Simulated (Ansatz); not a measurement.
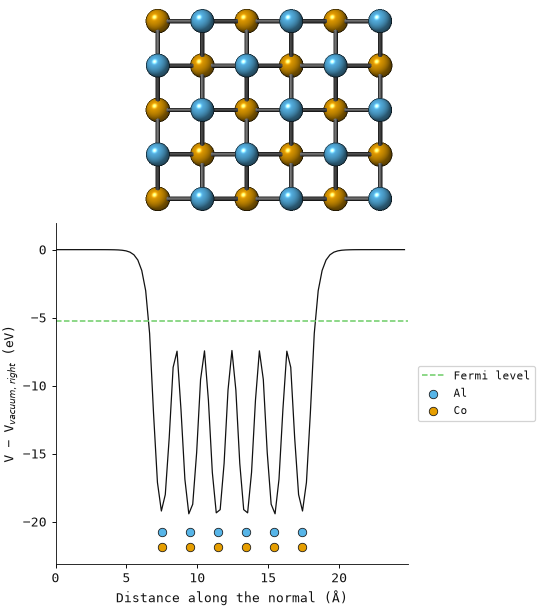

Plane-averaged electrostatic potential energy of an electron across the slab; circles at the bottom mark the heights of the atoms. The structure is drawn too.

This input was run:

```
crystal:
  lattice:
    - [2.7937192601, 0.0, 0.0]
    - [0.0, 3.9509156671, 0.0]
    - [0.0, 0.0, 24.8772891678]
  atoms:
    - { symbol: Al, position: [0.0, 0.5, 0.3014797935] }
    - { symbol: Co, position: [0.5, 0.0, 0.3014797935] }
    - { symbol: Al, position: [0.0, 0.0, 0.3808878761] }
    - { symbol: Co, position: [0.5, 0.5, 0.3808878761] }
    - { symbol: Al, position: [0.0, 0.5, 0.4602959587] }
    - { symbol: Co, position: [0.5, 0.0, 0.4602959587] }
    - { symbol: Al, position: [0.0, 0.0, 0.5397040413] }
    - { symbol: Co, position: [0.5, 0.5, 0.5397040413] }
    - { symbol: Al, position: [0.0, 0.5, 0.6191121239] }
    - { symbol: Co, position: [0.5, 0.0, 0.6191121239] }
    - { symbol: Al, position: [0.0, 0.0, 0.6985202065] }
    - { symbol: Co, position: [0.5, 0.5, 0.6985202065] }
basis:
  ecutwfc: 420
kpoints:
  mp_grid: { grid: [12, 9, 1] }
hamiltonian:
  xc: lda
scf:
  occupations: { method: gaussian, width: 0.1 }
output:
  forces: true
  stress: true
  eigenvalues: true
  write_density: true
  write_potential: true
  elf: true
  volumetric_format: npy
efield:
  axis: 3
  dipole_correction: true
  ramp_width: 0.04
```

Command:
```bash
ansatz run input.yaml --threads 4 --pin off --max-ram 8192MiB --backend cpu --events-out ev --progress --plain --runs-dir out
```

What is the work function?

Answer. The work function is 5.21 eV, the same on both faces. The two vacuum levels agree, so the slab has no net dipole along its normal.

How thick are slab and vacuum?

Answer. The outermost atoms are 9.9 Å apart, which leaves 15.0 Å of vacuum in a cell 24.9 Å high.

The run has no spin polarisation, so a magnetic state may lie lower. The atoms aren't at rest in this cell (largest force 0.8 eV/Å), so the relaxed material can differ.
